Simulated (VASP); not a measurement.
Input of the run:

POSCAR:
```
Ni                                      
1.0
    0.0000000000      1.7589157082      1.7589157082
    1.7589157082      0.0000000000      1.7589157082
    1.7589157082      1.7589157082      0.0000000000
  Ni            
     1
Direct
     0.0000000000000000    0.0000000000000000    0.0000000000000000
```

INCAR.step1:
```
SYSTEM = Ni
PREC = Accurate ; ENCUT = 520
EDIFF = 1E-7 ; ISMEAR = 1
SIGMA = 0.2 ; LREAL = .False.
LASPH = .True. ; NELM = 150
ALGO = Normal ; ISIF = 2
LWAVE = .False. ; LCHARG = .True.
ISPIN = 2 ; MAGMOM = 0.8
LORBIT = 11 ; LMAXMIX = 4
GGA = PE ; NBANDS = 15
```

KPOINTS.step1:
```
Automatic mesh
0
Gamma
  20 20 20
  0 0 0
```

INCAR.step2:
```
SYSTEM = Ni
PREC = Accurate ; ENCUT = 520
EDIFF = 1E-7 ; ISMEAR = 0
SIGMA = 0.05 ; LREAL = .False.
LASPH = .True. ; NELM = 150
ALGO = Normal ; ISIF = 2
LWAVE = .False. ; LCHARG = .False.
ISPIN = 2 ; MAGMOM = 0.8
LORBIT = 11 ; LMAXMIX = 4
GGA = PE ; NBANDS = 15
ICHARG = 11
```

KPOINTS.step2:
```
path GXWKGLUWLK,UX
10
line-mode
reciprocal
 0.0000000000  0.0000000000  0.0000000000  G
 0.5000000000  0.0000000000  0.5000000000  X

 0.5000000000  0.0000000000  0.5000000000  X
 0.5000000000  0.2500000000  0.7500000000  W

 0.5000000000  0.2500000000  0.7500000000  W
 0.3750000000  0.3750000000  0.7500000000  K

 0.3750000000  0.3750000000  0.7500000000  K
 0.0000000000  0.0000000000  0.0000000000  G

 0.0000000000  0.0000000000  0.0000000000  G
 0.5000000000  0.5000000000  0.5000000000  L

 0.5000000000  0.5000000000  0.5000000000  L
 0.6250000000  0.2500000000  0.6250000000  U

 0.6250000000  0.2500000000  0.6250000000  U
 0.5000000000  0.2500000000  0.7500000000  W

 0.5000000000  0.2500000000  0.7500000000  W
 0.5000000000  0.5000000000  0.5000000000  L

 0.5000000000  0.5000000000  0.5000000000  L
 0.3750000000  0.3750000000  0.7500000000  K

 0.6250000000  0.2500000000  0.6250000000  U
 0.5000000000  0.0000000000  0.5000000000  X
```

System: fcc Ni, space group Fm-3m, 1 atom in the primitive cell.

Computed with VASP 6.6.1: PBE, VASP PAW PBE potentials, release 64 (Ni), collinear spin, ferromagnetic start, no spin-orbit coupling, 20×20×20 k mesh, 520 eV cutoff, Methfessel-Paxton smearing of 0.2 eV.

What will the band structure and density of states look like? The path is Γ–X–W–K–Γ–L–U–W–L–K|U–X.

A metal: bands cross the Fermi level along this path. Bands cross the Fermi level on Γ–X, X–W, K–Γ, Γ–L, L–U, W–L, L–K and U–X, and not on W–K and U–W. At W the nearest levels lie 0.48 eV below and 0.39 eV above the Fermi level. The density of states at the Fermi level is about 1.5 per eV and cell (mean within 0.25 eV).

The run ends ferromagnetic, with 0.63 μB a cell. The cell was derived from a database entry in an earlier step, so it needn't be the measured one. Bands are joined in order of energy, so crossings between the computed points show as kinks or gaps.

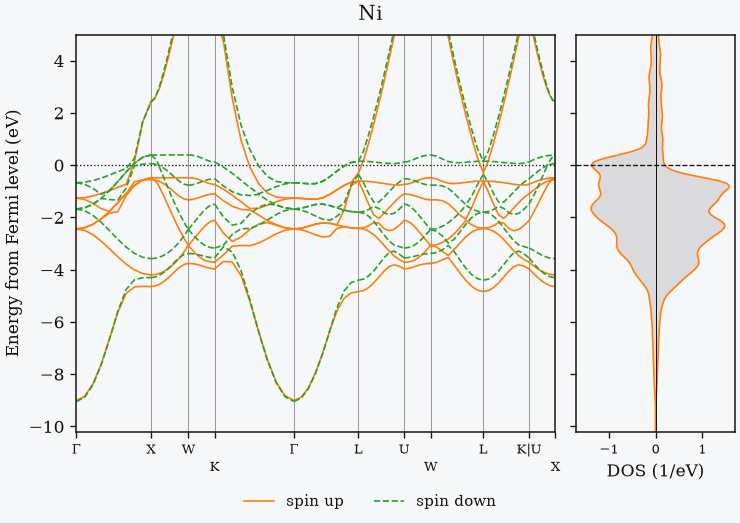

Band structure and density of states. Energies are counted from the Fermi level. Spin-down states are drawn negative. The DOS curve is built from the levels of the k mesh with Gaussians 0.55 eV wide, which also blur the band edges; ripples of that width can come from the mesh.
